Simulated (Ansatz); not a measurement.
# Run report: TaC, geometry relaxation (part 3 of 3)

Continued. System: TaC (slab, 24 atoms in the cell). Method: DFT PBE+D3(BJ), scalar-relativistic, plane waves, PAW, no spin polarisation (Ansatz 0.2.0); cutoff 420 eV, 3×3×1 k-mesh, Gaussian smearing of 0.1 eV. The structure derives from an entry of the Crystallography Open Database. The input holds or restrains some coordinates. Forces given for the steps count only the free coordinates. It belongs to a series of runs on one base structure; here: clean slab, lower planes held.

Geometry of the input (Å; fractional positions):
```
6.2855  0.0000  0.0000
0.0000  6.2855  0.0000
0.0000  0.0000  20.4445
Ta 0.2500  0.2500  0.3913
Ta 0.2500  0.7500  0.3913
Ta 0.7500  0.2500  0.3913
Ta 0.7500  0.7500  0.3913
C  0.5000  0.5000  0.3913
C  0.5000  0.0000  0.3913
C  0.0000  0.5000  0.3913
C  0.0000  0.0000  0.3913
Ta 0.5000  0.5000  0.5000
Ta 0.5000  0.0000  0.5000
Ta 0.0000  0.5000  0.5000
Ta 0.0000  0.0000  0.5000
C  0.7500  0.7500  0.5000
C  0.7500  0.2500  0.5000
C  0.2500  0.7500  0.5000
C  0.2500  0.2500  0.5000
Ta 0.7500  0.7500  0.6087
Ta 0.7500  0.2500  0.6087
Ta 0.2500  0.7500  0.6087
Ta 0.2500  0.2500  0.6087
C  0.0000  0.0000  0.6087
C  0.0000  0.5000  0.6087
C  0.5000  0.0000  0.6087
C  0.5000  0.5000  0.6087
```

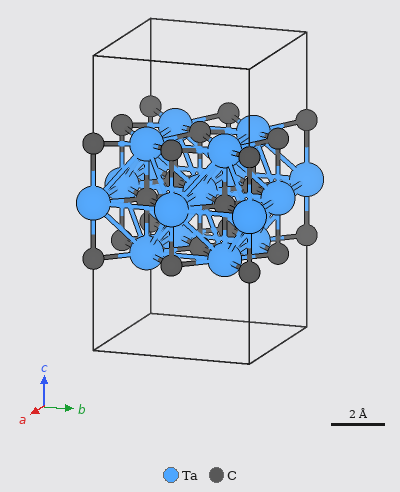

*The geometry at step 3 of the log (ball-and-stick view of the cell of the calculation, with the vacuum cut short, seen slightly off an axis).*

## Output, continued
```
  k-point 2: bands = ["-64.4462", "-64.4378", "-64.4378", "-64.4298", "-64.2428", "-64.2296", "-64.2296", "-64.2195", "-64.1974", "-64.1951", "-64.1951", "-64.1894", "-31.2847", "-31.2847", "-31.2594", "-31.2363", "-31.1523", "-31.1523", "-31.1232", "-31.1135", "-31.0665", "-31.0587", "-31.0444", "-31.0444", "-30.9763", "-30.9763", "-30.9367", "-30.9321", "-30.8896", "-30.8812", "-30.8395", "-30.8395", "-30.7820", "-30.7795", "-30.7795", "-30.7789", "-30.7750", "-30.7390", "-30.7390", "-30.7259", "-30.6784", "-30.6191", "-30.6191", "-30.6184", "-30.5894", "-30.5624", "-30.5624", "-30.5357", "-9.0040", "-8.0455", "-8.0455", "-7.9885", "-7.4411", "-7.2069", "-7.1098", "-6.8392", "-6.8392", "-6.4247", "-6.3509", "-6.3509", "-2.6424", "-2.6424", "-2.3310", "-2.3310", "-2.1876", "-1.8490", "-1.4412", "-1.3298", "-1.3298", "-1.3187", "-0.7895", "-0.5952", "-0.5638", "-0.5638", "-0.3980", "-0.3688", "-0.3688", "-0.0494", "-0.0247", "0.0082", "0.0082", "0.0389", "0.2529", "0.2529", "0.3962", "0.4732", "0.6184", "0.7239", "0.7239", "0.7557", "1.0221", "1.0221", "1.0798", "1.1988", "1.4385", "1.5300", "2.2904", "3.0890", "3.1025", "3.1025", "4.2661", "4.6392", "4.8027", "5.0600", "5.0600", "5.2592", "5.3582", "5.3738", "5.5474", "5.7340", "5.7340", "5.8118", "5.9809", "5.9809", "6.3479", "6.3479", "6.6336", "6.6336", "6.7396", "6.7396", "6.8018", "6.8542", "6.9019", "7.2213", "7.2213", "7.4742"]
--- Relaxed structure (5 steps of the walk, 5 accepted, 0 SCFs on fresh bases) ---
  F+E_penalty+E_count = -122211.37589748 eV   max|allowed force component| = 1.161e-2 eV/Å
  atoms:
    - { symbol: Ta, position: [0.25, 0.25, 0.3913026073] }
    - { symbol: Ta, position: [0.25, 0.75, 0.3913026073] }
    - { symbol: Ta, position: [0.75, 0.25, 0.3913026073] }
    - { symbol: Ta, position: [0.75, 0.75, 0.3913026073] }
    - { symbol: C, position: [0.5, 0.5, 0.3913026073] }
    - { symbol: C, position: [0.5, 0.0, 0.3913026073] }
    - { symbol: C, position: [0.0, 0.5, 0.3913026073] }
    - { symbol: C, position: [0.0, 0.0, 0.3913026073] }
    - { symbol: Ta, position: [0.5, 0.5, 0.4971690577373065] }
    - { symbol: Ta, position: [0.5, -2.39380709807862e-37, 0.4971690577373065] }
    - { symbol: Ta, position: [-1.1789499958037202e-35, 0.5, 0.4971690577373065] }
    - { symbol: Ta, position: [-5.0868400834170674e-36, 4.78761419615724e-37, 0.4971690577373065] }
    - { symbol: C, position: [0.75, 0.75, 0.4955889216367461] }
    - { symbol: C, position: [0.75, 0.25, 0.4955889216367461] }
    - { symbol: C, position: [0.25, 0.75, 0.4955889216367461] }
    - { symbol: C, position: [0.25, 0.25, 0.4955889216367461] }
    - { symbol: Ta, position: [0.75, 0.75, 0.5991214104415608] }
    - { symbol: Ta, position: [0.75, 0.25, 0.5991214104415608] }
    - { symbol: Ta, position: [0.25, 0.75, 0.5991214104415608] }
    - { symbol: Ta, position: [0.25, 0.25, 0.5991214104415608] }
    - { symbol: C, position: [-1.6517268976742478e-35, -1.4362842588471719e-36, 0.6092031925794616] }
    - { symbol: C, position: [-4.78761419615724e-37, 0.5, 0.6092031925794616] }
    - { symbol: C, position: [0.5, 2.39380709807862e-36, 0.6092031925794616] }
    - { symbol: C, position: [0.5, 0.5, 0.6092031925794616] }
```

## Trajectory as extended XYZ (Å, eV, eV/Å), 5 frames, from step=1 to step=5
```
24
Lattice="6.2855 0.0000 0.0000 0.0000 6.2855 0.0000 0.0000 0.0000 20.4445" Properties=species:S:1:pos:R:3:forces:R:3 step=1 energy=-122210.32869
Ta    1.5714    1.5714    8.0000    0.0000   0.0000   2.3657
Ta    1.5714    4.7141    8.0000    0.0000   0.0000   2.3657
Ta    4.7141    1.5714    8.0000    0.0000   0.0000   2.3657
Ta    4.7141    4.7141    8.0000    0.0000   0.0000   2.3657
C     3.1428    3.1428    8.0000    0.0000   0.0000  -1.2396
C     3.1428    0.0000    8.0000    0.0000   0.0000  -1.2396
C     0.0000    3.1428    8.0000    0.0000   0.0000  -1.2396
C     0.0000    0.0000    8.0000    0.0000   0.0000  -1.2396
Ta    3.1428    3.1428   10.2223    0.0000   0.0000   0.0000
Ta    3.1428    0.0000   10.2223    0.0000   0.0000   0.0000
Ta    0.0000    3.1428   10.2223    0.0000   0.0000   0.0000
Ta    0.0000    0.0000   10.2223    0.0000   0.0000   0.0000
C     4.7141    4.7141   10.2223    0.0000   0.0000   0.0000
C     4.7141    1.5714   10.2223    0.0000   0.0000   0.0000
C     1.5714    4.7141   10.2223    0.0000   0.0000   0.0000
C     1.5714    1.5714   10.2223    0.0000   0.0000   0.0000
Ta    4.7141    4.7141   12.4445    0.0000   0.0000  -2.3657
Ta    4.7141    1.5714   12.4445    0.0000   0.0000  -2.3657
Ta    1.5714    4.7141   12.4445    0.0000   0.0000  -2.3657
Ta    1.5714    1.5714   12.4445    0.0000   0.0000  -2.3657
C     0.0000    0.0000   12.4445    0.0000   0.0000   1.2396
C     0.0000    3.1428   12.4445    0.0000   0.0000   1.2396
C     3.1428    0.0000   12.4445    0.0000   0.0000   1.2396
C     3.1428    3.1428   12.4445    0.0000   0.0000   1.2396
24
Lattice="6.2855 0.0000 0.0000 0.0000 6.2855 0.0000 0.0000 0.0000 20.4445" Properties=species:S:1:pos:R:3:forces:R:3 step=2 energy=-122211.21430
Ta    1.5714    1.5714    8.0000    0.0000   0.0000   2.4247
Ta    1.5714    4.7141    8.0000    0.0000   0.0000   2.4247
Ta    4.7141    1.5714    8.0000    0.0000   0.0000   2.4247
Ta    4.7141    4.7141    8.0000    0.0000   0.0000   2.4247
C     3.1428    3.1428    8.0000    0.0000   0.0000  -1.6017
C     3.1428    0.0000    8.0000    0.0000   0.0000  -1.6017
C     0.0000    3.1428    8.0000    0.0000   0.0000  -1.6017
C     0.0000    0.0000    8.0000    0.0000   0.0000  -1.6017
Ta    3.1428    3.1428   10.2237    0.0000   0.0000  -1.1236
Ta    3.1428    0.0000   10.2237    0.0000   0.0000  -1.1236
Ta    0.0000    3.1428   10.2237    0.0000   0.0000  -1.1236
Ta    0.0000    0.0000   10.2237    0.0000   0.0000  -1.1236
C     4.7141    4.7141   10.1500    0.0000   0.0000  -0.4100
C     4.7141    1.5714   10.1500    0.0000   0.0000  -0.4100
C     1.5714    4.7141   10.1500    0.0000   0.0000  -0.4100
C     1.5714    1.5714   10.1500    0.0000   0.0000  -0.4100
Ta    4.7141    4.7141   12.2448    0.0000   0.0000   0.8004
Ta    4.7141    1.5714   12.2448    0.0000   0.0000   0.8004
Ta    1.5714    4.7141   12.2448    0.0000   0.0000   0.8004
Ta    1.5714    1.5714   12.2448    0.0000   0.0000   0.8004
C     0.0000    0.0000   12.4880    0.0000   0.0000  -0.0897
C     0.0000    3.1428   12.4880    0.0000   0.0000  -0.0897
C     3.1428    0.0000   12.4880    0.0000   0.0000  -0.0897
C     3.1428    3.1428   12.4880    0.0000   0.0000  -0.0897
24
Lattice="6.2855 0.0000 0.0000 0.0000 6.2855 0.0000 0.0000 0.0000 20.4445" Properties=species:S:1:pos:R:3:forces:R:3 step=3 energy=-122211.35555
Ta    1.5714    1.5714    8.0000    0.0000   0.0000   1.8837
Ta    1.5714    4.7141    8.0000    0.0000   0.0000   1.8837
Ta    4.7141    1.5714    8.0000    0.0000   0.0000   1.8837
Ta    4.7141    4.7141    8.0000    0.0000   0.0000   1.8837
C     3.1428    3.1428    8.0000    0.0000   0.0000  -1.9294
C     3.1428    0.0000    8.0000    0.0000   0.0000  -1.9294
C     0.0000    3.1428    8.0000    0.0000   0.0000  -1.9294
C     0.0000    0.0000    8.0000    0.0000   0.0000  -1.9294
Ta    3.1428    3.1428   10.1686    0.0000   0.0000  -0.0920
Ta    3.1428    0.0000   10.1686    0.0000   0.0000  -0.0920
Ta    0.0000    3.1428   10.1686    0.0000   0.0000  -0.0920
Ta    0.0000    0.0000   10.1686    0.0000   0.0000  -0.0920
C     4.7141    4.7141   10.1179    0.0000   0.0000   0.1422
C     4.7141    1.5714   10.1179    0.0000   0.0000   0.1422
C     1.5714    4.7141   10.1179    0.0000   0.0000   0.1422
C     1.5714    1.5714   10.1179    0.0000   0.0000   0.1422
Ta    4.7141    4.7141   12.2376    0.0000   0.0000   0.1846
Ta    4.7141    1.5714   12.2376    0.0000   0.0000   0.1846
Ta    1.5714    4.7141   12.2376    0.0000   0.0000   0.1846
Ta    1.5714    1.5714   12.2376    0.0000   0.0000   0.1846
C     0.0000    0.0000   12.4823    0.0000   0.0000  -0.1920
C     0.0000    3.1428   12.4823    0.0000   0.0000  -0.1920
C     3.1428    0.0000   12.4823    0.0000   0.0000  -0.1920
C     3.1428    3.1428   12.4823    0.0000   0.0000  -0.1920
24
Lattice="6.2855 0.0000 0.0000 0.0000 6.2855 0.0000 0.0000 0.0000 20.4445" Properties=species:S:1:pos:R:3:forces:R:3 step=4 energy=-122211.37300
Ta    1.5714    1.5714    8.0000    0.0000   0.0000   1.8837
Ta    1.5714    4.7141    8.0000    0.0000   0.0000   1.8837
Ta    4.7141    1.5714    8.0000    0.0000   0.0000   1.8837
Ta    4.7141    4.7141    8.0000    0.0000   0.0000   1.8837
C     3.1428    3.1428    8.0000    0.0000   0.0000  -1.8735
C     3.1428    0.0000    8.0000    0.0000   0.0000  -1.8735
C     0.0000    3.1428    8.0000    0.0000   0.0000  -1.8735
C     0.0000    0.0000    8.0000    0.0000   0.0000  -1.8735
Ta    3.1428    3.1428   10.1685    0.0000   0.0000  -0.0554
Ta    3.1428    0.0000   10.1685    0.0000   0.0000  -0.0554
Ta    0.0000    3.1428   10.1685    0.0000   0.0000  -0.0554
Ta    0.0000    0.0000   10.1685    0.0000   0.0000  -0.0554
C     4.7141    4.7141   10.1274    0.0000   0.0000   0.0933
C     4.7141    1.5714   10.1274    0.0000   0.0000   0.0933
C     1.5714    4.7141   10.1274    0.0000   0.0000   0.0933
C     1.5714    1.5714   10.1274    0.0000   0.0000   0.0933
Ta    4.7141    4.7141   12.2485    0.0000   0.0000   0.0210
Ta    4.7141    1.5714   12.2485    0.0000   0.0000   0.0210
Ta    1.5714    4.7141   12.2485    0.0000   0.0000   0.0210
Ta    1.5714    1.5714   12.2485    0.0000   0.0000   0.0210
C     0.0000    0.0000   12.4669    0.0000   0.0000  -0.0693
C     0.0000    3.1428   12.4669    0.0000   0.0000  -0.0693
C     3.1428    0.0000   12.4669    0.0000   0.0000  -0.0693
C     3.1428    3.1428   12.4669    0.0000   0.0000  -0.0693
24
Lattice="6.2855 0.0000 0.0000 0.0000 6.2855 0.0000 0.0000 0.0000 20.4445" Properties=species:S:1:pos:R:3:forces:R:3 step=5 energy=-122211.37590
Ta    1.5714    1.5714    8.0000    0.0000   0.0000   1.8673
Ta    1.5714    4.7141    8.0000    0.0000   0.0000   1.8673
Ta    4.7141    1.5714    8.0000    0.0000   0.0000   1.8673
Ta    4.7141    4.7141    8.0000    0.0000   0.0000   1.8673
C     3.1428    3.1428    8.0000    0.0000   0.0000  -1.8841
C     3.1428    0.0000    8.0000    0.0000   0.0000  -1.8841
C     0.0000    3.1428    8.0000    0.0000   0.0000  -1.8841
C     0.0000    0.0000    8.0000    0.0000   0.0000  -1.8841
Ta    3.1428    3.1428   10.1644    0.0000   0.0000   0.0034
Ta    3.1428    0.0000   10.1644    0.0000   0.0000   0.0034
Ta    0.0000    3.1428   10.1644    0.0000   0.0000   0.0034
Ta    0.0000    0.0000   10.1644    0.0000   0.0000   0.0034
C     4.7141    4.7141   10.1321    0.0000   0.0000   0.0116
C     4.7141    1.5714   10.1321    0.0000   0.0000   0.0116
C     1.5714    4.7141   10.1321    0.0000   0.0000   0.0116
C     1.5714    1.5714   10.1321    0.0000   0.0000   0.0116
Ta    4.7141    4.7141   12.2488    0.0000   0.0000  -0.0076
Ta    4.7141    1.5714   12.2488    0.0000   0.0000  -0.0076
Ta    1.5714    4.7141   12.2488    0.0000   0.0000  -0.0076
Ta    1.5714    1.5714   12.2488    0.0000   0.0000  -0.0076
C     0.0000    0.0000   12.4549    0.0000   0.0000   0.0094
C     0.0000    3.1428   12.4549    0.0000   0.0000   0.0094
C     3.1428    0.0000   12.4549    0.0000   0.0000   0.0094
C     3.1428    3.1428   12.4549    0.0000   0.0000   0.0094
```

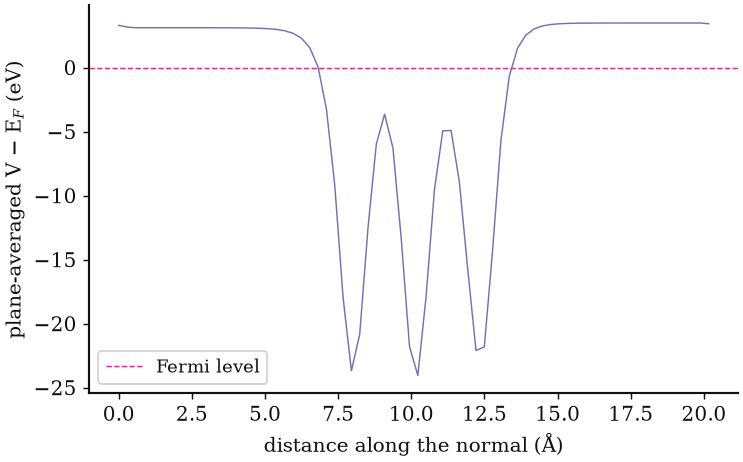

*Plane average of the electrostatic potential energy of an electron across the cell, from the Fermi level.*

The vacuum level lies 3.49 eV above the Fermi level on the upper side and 3.12 eV on the lower.

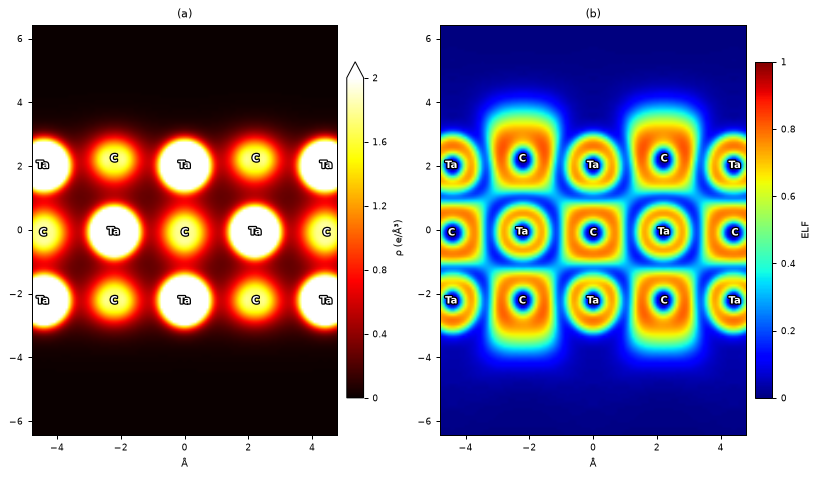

*(a) valence pseudo-density; (b) ELF on the (11̄0) plane of the calculation cell, a cut from vacuum to vacuum.*

Atoms in the plane: Ta and C. Ta–C (2.13 Å): ρ is about 0.72 e/Å³ halfway; the ELF is about 0.30 at the midpoint; no shared pair; the contact is polar. Ta–Ta (3.05 Å): the density is about 0.27 e/Å³ at the midpoint; the ELF is about 0.30 at the midpoint (no shared electron pair). Ta–C (2.16 Å): ρ is about 0.66 e/Å³ halfway; the ELF is about 0.25 at the midpoint (a polar contact without a shared pair, in a metal). Ta–C (2.22 Å): ρ at the midpoint is about 0.59 e/Å³; the ELF is about 0.25 at the midpoint (a polar contact without a shared pair, in a metal). Ta–C (2.29 Å): ρ at the midpoint is about 0.52 e/Å³; the ELF is about 0.25 at the midpoint; no shared pair; the contact is polar. The density dies away to nearly zero in the vacuum. The strong features right at Ta lie inside the PAW spheres (semicore, d or f shells) and say nothing about bonding. Core electrons are frozen (PAW), so the fields are smoothed inside the atomic spheres.

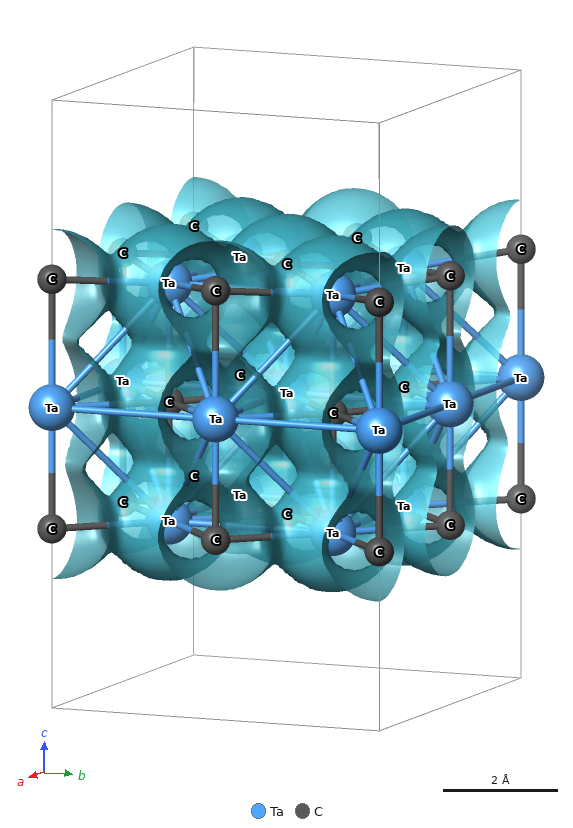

*Isosurface of the valence electron density at 0.4 e/Å³ (cyan), seen slightly off an axis. Sticks mark near contacts.*

At this value the density is joined into sheets; it holds about 80 % of the electrons treated as valence (semicore included). It is pinched off along the Ta–Ta (3.05 Å) contacts. On the grid the lowest density along these lines, outside the cores, is 0.71 e/Å³ (Ta–C, 2.12 Å), 0.27 e/Å³ (Ta–Ta, 3.05 Å), 0.64 e/Å³ (Ta–C, 2.16 Å) and 0.58 e/Å³ (Ta–C, 2.22 Å).

## Results in brief

- outcome: converged under the restraints of the input
- electrons treated: 204
- free energy: −122211.3759 eV
- work function, top face: 3.49 eV
- work function, bottom face: 3.12 eV
- Fermi energy: 4.387 eV
- gap on the k-point mesh: none (metallic)
- final volume: 807.72 Å³
- work function (upper face): 3.49 eV
- largest force (length of the vector) at the end, held atoms and coordinates included: 1.884 eV/Å
- wall time: 57 s (CPU time 3.8 min)
- peak memory: 1.5 GiB

## Remarks

The program warns: the exchange-correlation potential is rough where the density is thin. Spin–orbit coupling is left out, which matters for Ta.
